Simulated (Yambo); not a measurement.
System: rocksalt KI, space group Fm-3m (No. 225), 2 atoms in the primitive cell; cubic a = 7.066 Å. Starting point: LDA, PseudoDojo 0.4.1 SR LDA standard, no spin polarisation, no spin-orbit coupling, 4×4×4 k mesh, 980 eV cutoff, fixed occupations (Yambo 5.3.0). Many-body step: HF with cutoff of exchange and Vxc 72 Ry.

In LDA the smallest gap over these k points is 3.60 eV, with direct gaps of 3.60 eV at Γ.

Question: What does HF give?

Answer: Over the k points that were corrected, the smallest gap goes from 3.60 eV in LDA (direct at Γ) to 10.57 eV in HF (direct at Γ), a change of +6.97 eV (+193 %).

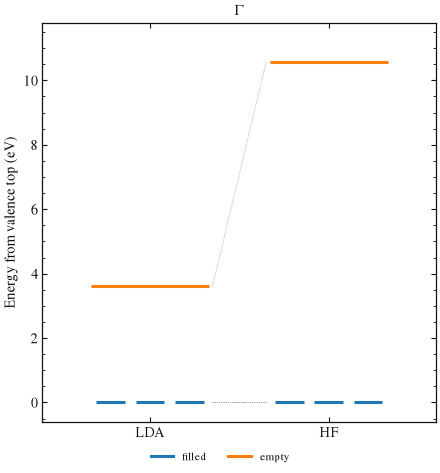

Levels at Γ in LDA and in HF, each set counted from its own valence top. Only the states that were corrected are drawn, so degenerate partners can be missing.

```
k point  LDA direct gap (eV)  HF direct gap (eV)
      Γ                 3.60               10.57
```

Hartree-Fock has no screening and overstates gaps by far. Spin-orbit coupling is left out, which matters for I. The k mesh is thin for exact exchange.
